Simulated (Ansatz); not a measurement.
Geometry relaxation, with input and output: Al3Ni5 (part 2 of 2)

Continued. System: Al3Ni5 (Cmmm, 8 atoms in the cell). Method: DFT PBEsol, scalar-relativistic, plane waves, PAW, no spin polarisation (Ansatz 0.2.0); cutoff 420 eV, 8×8×10 k-mesh, Gaussian smearing of 0.1 eV. The structure derives from a Materials Project entry.

Geometry of the input (Å; fractional positions):
```
3.2778  -3.7005  0.0000
3.2778  3.7005  0.0000
0.0000  0.0000  3.7253
Al 0.5000  0.5000  0.0000
Al 0.7787  0.2213  0.5000
Al 0.2213  0.7787  0.5000
Ni 0.0000  0.0000  0.0000
Ni 0.0000  0.5000  0.0000
Ni 0.5000  -0.0000  0.0000
Ni 0.2759  0.2759  0.5000
Ni 0.7241  0.7241  0.5000
```

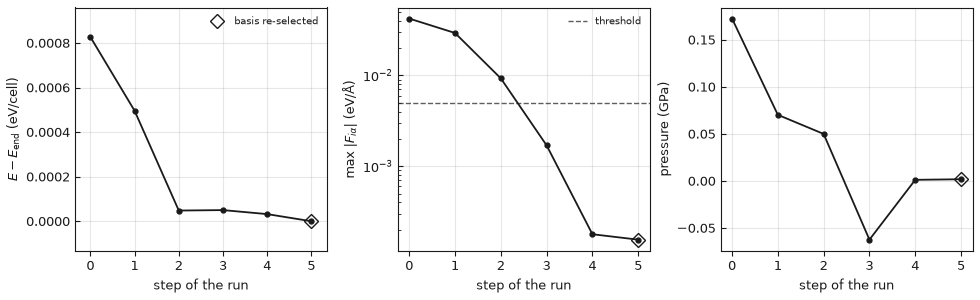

Fig. 1: Progress of the relaxation, step by step (the first geometry is step 0 here and step 1 in the log). Over 4 geometry steps the energy falls by 0.8 meV per cell of the calculation. Largest force component: 0.042 eV/Å at the start, 0.00016 eV/Å at the end. The pressure goes from 0.17 to 0.00 GPa. The largest moves relative to the cell, 0.007 Å, are those of Al2 and Al3. Largest moves by element: Al 0.007 Å, Ni 0.002 Å. A last SCF at the same geometry on a re-selected plane-wave basis shifts the energy by next to nothing (0.0 meV per cell of the calculation). (Atoms are counted from 1 in the order of the input.)

```
basis re-selected at this cell: Δ(F+E_penalty+E_count) = -3.250e-5 eV, ΔP = +0.001 GPa vs the last step (what re-selecting the basis moved, of the pressure what is left beyond the Pulay correction that the steps carried, after the strain that the cell walked since its last selection, with what the two solves' SCF thresholds leave and, on support functions, any second-order correction that the steps lacked; it is no measure of the basis error at this ecutwfc). This SCF's stress stands 4.35e-3 GPa from its target on what of the cell is left free (relax.cell.stress_tol is 5.00e-2 GPa) and its largest allowed force component is 1.56e-4 eV/Å (relax.f_tol is 5.00e-3 eV/Å): within both
SCF converged after 8 iterations
Free energy (F): -30603.129429 eV
Harris-Foulkes:  -30603.129429 eV  (|F-HF|=7.28e-12)
Internal energy: -30603.108843 eV  (E = F + TS)
E sigma→0 (E₀):  -30603.119136 eV
Entropy (-TS):   -0.020586 eV (-2.573 meV/atom)
Fermi energy:    15.324413 eV
--- Per-component energies (eV) ---
  E_band       = -1591.425847
  E_kinetic    = 1505.060323
  E_local      = -21189.042892  (includes V_loc(G=0)·N_el)
  E_nonlocal   = 3217.776179
  E_hartree    = 9081.443853
  E_xc         = -548.201366
  E_vxc        = -644.014438  (∫ρ·V_xc dr)
  E_paw        = -9347.475239  (= ΣΔE_a)
  E_vpaw       = -2644.095055  (= ΣTr[D̂ρ^β])
  E_aug_tail   = 0.002316  (compensation charges beyond the density's cutoff)
  E_ewald      = -13323.715879
  E_core_change = 1.043861  (= ΣΔE_core)
  E_smearing   = -0.020586  (= −TS)
  E_closure    = -0.000000  (closes the sum)
  Σ components = -30603.129429   (vs F -30603.129429, Δ=0.00e0)
--- Forces (eV/Å), atoms counted from 1 ---
  atom   1  Al     0.00000000     0.00000000     0.00000000
  atom   2  Al     0.00000000    -0.00009689     0.00000000
  atom   3  Al     0.00000000     0.00009689    -0.00000000
  atom   4  Ni     0.00000000     0.00000000     0.00000000
  atom   5  Ni    -0.00000000    -0.00000000     0.00000000
  atom   6  Ni    -0.00000000     0.00000000     0.00000000
  atom   7  Ni    -0.00015626    -0.00000000     0.00000000
  atom   8  Ni     0.00015626     0.00000000    -0.00000000
  max |Σ_I F_I| component: 2.71e-20 eV/Å
--- Stress (GPa, compression-positive) ---
        0.003101       0.000000       0.000000
        0.000000      -0.001995      -0.000000
        0.000000      -0.000000       0.004350
  P = ⅓ Tr σ = 0.0018 GPa (0.018 kbar)
--- Band table (eV; the first three rows and the last of 126) ---
  k-point 0: bands = ["-87.7331", "-87.7320", "-87.6662", "-87.6661", "-87.4649", "-48.3162", "-48.3091", "-48.3032", "-48.2946", "-48.2837", "-48.2539", "-48.2530", "-48.2481", "-48.2460", "-48.2213", "-48.1794", "-48.1738", "-48.0643", "-48.0286", "-47.9062", "4.3984", "9.1872", "9.3269", "10.1974", "10.8260", "10.9494", "11.5342", "11.5475", "11.7878", "12.0690", "12.0818", "12.2584", "12.4239", "13.0138", "13.0188", "13.1891", "13.2825", "13.5063", "13.6637", "13.7615", "13.8567", "13.9124", "14.0775", "14.1120", "14.2503", "14.3067", "14.4667", "14.5941", "14.6140", "14.7740", "15.4140", "15.7794", "17.2724", "19.4540", "20.0963", "21.4678", "21.6067", "22.1823", "22.2731", "22.2962"]
  k-point 1: bands = ["-87.7330", "-87.7320", "-87.6662", "-87.6661", "-87.4649", "-48.3166", "-48.3089", "-48.3024", "-48.2971", "-48.2821", "-48.2565", "-48.2540", "-48.2456", "-48.2445", "-48.2227", "-48.1800", "-48.1721", "-48.0644", "-48.0286", "-47.9062", "4.5092", "9.2185", "9.3756", "10.2838", "10.8136", "10.9989", "11.4195", "11.5840", "11.8082", "12.0636", "12.1144", "12.2780", "12.3840", "12.8771", "12.9567", "13.2454", "13.3046", "13.5488", "13.6577", "13.6715", "13.8710", "13.9038", "13.9084", "14.0674", "14.1406", "14.2099", "14.3975", "14.4715", "14.5847", "15.2246", "15.3604", "15.7416", "17.4839", "19.7107", "20.3635", "20.4586", "20.9327", "21.2274", "22.0055", "22.3302"]
  k-point 2: bands = ["-87.7329", "-87.7320", "-87.6663", "-87.6661", "-87.4649", "-48.3174", "-48.3084", "-48.3027", "-48.3004", "-48.2775", "-48.2628", "-48.2542", "-48.2429", "-48.2401", "-48.2269", "-48.1817", "-48.1681", "-48.0644", "-48.0286", "-47.9062", "4.8390", "9.3020", "9.4496", "10.5071", "10.5293", "11.1165", "11.3227", "11.7078", "11.8687", "12.0544", "12.2283", "12.3064", "12.3309", "12.7063", "12.8570", "13.1532", "13.4057", "13.4548", "13.5672", "13.5982", "13.6863", "13.7649", "13.9125", "13.9687", "14.0706", "14.0725", "14.2604", "14.4765", "14.5770", "15.1725", "15.6143", "15.8987", "18.0547", "19.3184", "19.5664", "19.8762", "20.0269", "20.3970", "21.9374", "22.3459"]
  k-point 125: bands = ["-87.7325", "-87.7320", "-87.6662", "-87.6661", "-87.4653", "-48.3193", "-48.3150", "-48.3071", "-48.2939", "-48.2736", "-48.2558", "-48.2485", "-48.2456", "-48.2408", "-48.2293", "-48.1612", "-48.1519", "-48.0650", "-48.0596", "-47.9188", "8.9810", "9.0098", "9.1398", "9.2142", "9.3119", "10.1893", "10.7656", "10.9719", "12.1121", "12.2590", "12.4897", "12.5084", "12.5348", "12.6536", "12.7578", "12.7899", "12.9149", "13.0716", "13.4397", "13.5445", "13.5860", "13.6192", "13.7254", "13.8106", "13.9498", "13.9855", "14.0554", "14.0765", "14.2645", "15.1756", "15.2016", "15.4289", "15.4679", "21.7301", "21.8789", "22.2192", "22.3425", "22.3439", "23.0477", "23.5743"]
--- Relaxed structure (5 steps of the walk, 5 accepted, 1 SCFs on fresh bases) ---
  F+E_penalty+E_count = -30603.12942947 eV   max|allowed force component| = 1.563e-4 eV/Å   (the final SCF, on the basis selected at the relaxed cell)
  cell:  # Å, volume = 90.4699 Å³
    - [3.2933322760202994, -3.691937597094406, -6.1921791937617825e-19]
    - [3.2933322760202994, 3.691937597094406, -6.192179193761682e-19]
    - [-7.037406969329246e-19, 5.036139877282101e-33, 3.720354565069305]
  atoms:
    - { symbol: Al, position: [0.5, 0.5, 0.0] }
    - { symbol: Al, position: [0.779688878657546, 0.2203111213424539, 0.5] }
    - { symbol: Al, position: [0.2203111213424539, 0.779688878657546, 0.5] }
    - { symbol: Ni, position: [2.0851382119002586e-20, -8.447645267558235e-21, 1.6155944754760673e-36] }
    - { symbol: Ni, position: [2.7755575615628914e-17, 0.5, 0.0] }
    - { symbol: Ni, position: [0.5, 2.7755575615628914e-17, 0.0] }
    - { symbol: Ni, position: [0.276237306596013, 0.276237306596013, 0.5] }
    - { symbol: Ni, position: [0.723762693403987, 0.723762693403987, 0.5] }
```

### Trajectory as extended XYZ (Å, eV, eV/Å), 6 frames, from step=1 to step=6
```
8
Lattice="3.2778 -3.7005 0.0000 3.2778 3.7005 0.0000 0.0000 0.0000 3.7253" Properties=species:S:1:pos:R:3:forces:R:3 step=1 energy=-30603.12860 pressure_GPa=0.17
Al    3.2778    0.0000    0.0000    0.0000   0.0000   0.0000
Al    3.2778   -2.0629    1.8626    0.0000  -0.0422   0.0000
Al    3.2778    2.0629    1.8626    0.0000   0.0422   0.0000
Ni    0.0000    0.0000    0.0000    0.0000   0.0000   0.0000
Ni    1.6389    1.8502    0.0000    0.0000   0.0000   0.0000
Ni    1.6389   -1.8502    0.0000    0.0000   0.0000   0.0000
Ni    1.8087    0.0000    1.8626    0.0021   0.0000   0.0000
Ni    4.7470    0.0000    1.8626   -0.0021   0.0000   0.0000
8
Lattice="3.2812 -3.6995 0.0000 3.2812 3.6995 0.0000 0.0000 0.0000 3.7247" Properties=species:S:1:pos:R:3:forces:R:3 step=2 energy=-30603.12893 pressure_GPa=0.07
Al    3.2812    0.0000    0.0000    0.0000   0.0000   0.0000
Al    3.2812   -2.0644    1.8623    0.0000  -0.0293   0.0000
Al    3.2812    2.0644    1.8623    0.0000   0.0293   0.0000
Ni    0.0000    0.0000    0.0000    0.0000   0.0000   0.0000
Ni    1.6406    1.8497    0.0000    0.0000   0.0000   0.0000
Ni    1.6406   -1.8497    0.0000    0.0000   0.0000   0.0000
Ni    1.8112    0.0000    1.8623    0.0021   0.0000   0.0000
Ni    4.7511    0.0000    1.8623   -0.0021   0.0000   0.0000
8
Lattice="3.2920 -3.6924 0.0000 3.2920 3.6924 0.0000 0.0000 0.0000 3.7206" Properties=species:S:1:pos:R:3:forces:R:3 step=3 energy=-30603.12938 pressure_GPa=0.05
Al    3.2920    0.0000    0.0000    0.0000   0.0000   0.0000
Al    3.2920   -2.0669    1.8603    0.0000   0.0093   0.0000
Al    3.2920    2.0669    1.8603    0.0000  -0.0093   0.0000
Ni    0.0000    0.0000    0.0000    0.0000   0.0000   0.0000
Ni    1.6460    1.8462    0.0000    0.0000   0.0000   0.0000
Ni    1.6460   -1.8462    0.0000    0.0000   0.0000   0.0000
Ni    1.8199    0.0000    1.8603   -0.0033   0.0000   0.0000
Ni    4.7641    0.0000    1.8603    0.0033   0.0000   0.0000
8
Lattice="3.2935 -3.6921 0.0000 3.2935 3.6921 0.0000 0.0000 0.0000 3.7213" Properties=species:S:1:pos:R:3:forces:R:3 step=4 energy=-30603.12938 pressure_GPa=-0.06
Al    3.2935    0.0000    0.0000    0.0000   0.0000   0.0000
Al    3.2935   -2.0654    1.8606    0.0000  -0.0011   0.0000
Al    3.2935    2.0654    1.8606    0.0000   0.0011   0.0000
Ni    0.0000    0.0000    0.0000    0.0000   0.0000   0.0000
Ni    1.6467    1.8461    0.0000    0.0000   0.0000   0.0000
Ni    1.6467   -1.8461    0.0000    0.0000   0.0000   0.0000
Ni    1.8199    0.0000    1.8606   -0.0017   0.0000   0.0000
Ni    4.7671    0.0000    1.8606    0.0017   0.0000   0.0000
8
Lattice="3.2933 -3.6919 0.0000 3.2933 3.6919 0.0000 0.0000 0.0000 3.7204" Properties=species:S:1:pos:R:3:forces:R:3 step=5 energy=-30603.12940 pressure_GPa=0.00
Al    3.2933    0.0000    0.0000    0.0000   0.0000   0.0000
Al    3.2933   -2.0652    1.8602    0.0000  -0.0001   0.0000
Al    3.2933    2.0652    1.8602    0.0000   0.0001   0.0000
Ni    0.0000    0.0000    0.0000    0.0000   0.0000   0.0000
Ni    1.6467    1.8460    0.0000    0.0000   0.0000   0.0000
Ni    1.6467   -1.8460    0.0000    0.0000   0.0000   0.0000
Ni    1.8195    0.0000    1.8602   -0.0002   0.0000   0.0000
Ni    4.7672    0.0000    1.8602    0.0002   0.0000   0.0000
8
Lattice="3.2933 -3.6919 0.0000 3.2933 3.6919 0.0000 0.0000 0.0000 3.7204" Properties=species:S:1:pos:R:3:forces:R:3 step=6 energy=-30603.12943 pressure_GPa=0.00
Al    3.2933    0.0000    0.0000    0.0000   0.0000   0.0000
Al    3.2933   -2.0652    1.8602    0.0000  -0.0001   0.0000
Al    3.2933    2.0652    1.8602    0.0000   0.0001   0.0000
Ni    0.0000    0.0000    0.0000    0.0000   0.0000   0.0000
Ni    1.6467    1.8460    0.0000    0.0000   0.0000   0.0000
Ni    1.6467   -1.8460    0.0000    0.0000   0.0000   0.0000
Ni    1.8195    0.0000    1.8602   -0.0002   0.0000   0.0000
Ni    4.7672    0.0000    1.8602    0.0002   0.0000   0.0000
```

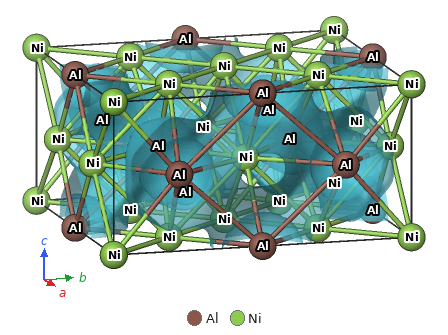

Fig. 2: Isosurface of the electron localisation function at 0.4 (cyan), seen slightly off an axis. Only the valence region is drawn (cores and ρ < 0.01 e/Å³ removed). Sticks mark near contacts. The outline is the cell set on symmetry axes. Along the contacts the grid gives the following. Ni–Ni (2.47 Å): the ELF is about 0.25 at the midpoint; no shared electron pair. The fields are those of the smooth PAW valence density.

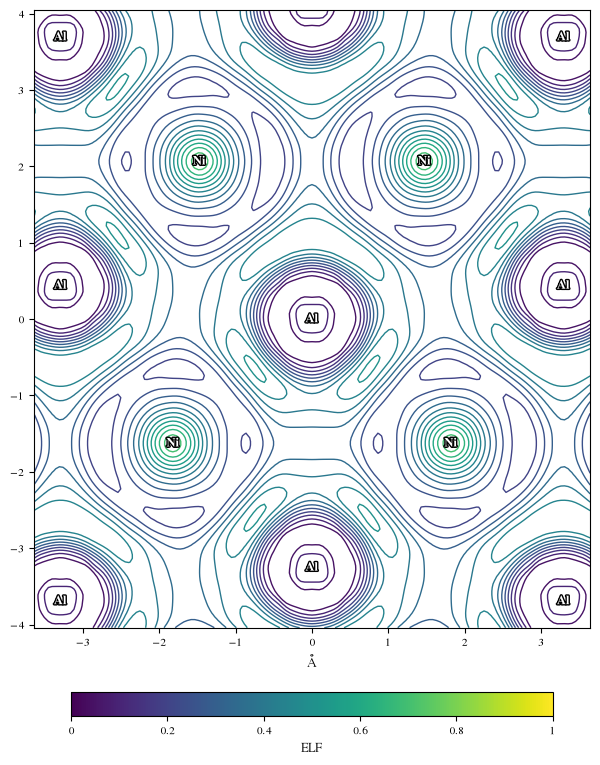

Fig. 3: ELF on the (001) plane of the conventional cell. The section cuts through Al and Ni sites. Al–Ni (2.44 Å): the ELF is about 0.40 at the midpoint, as expected for nearly free electrons, as in a simple metal. Al–Ni (2.54 Å): the ELF is about 0.40 at the midpoint, as expected for metallic bonding. The strong features right at Ni lie inside the PAW spheres (semicore, d or f shells) and say nothing about bonding.
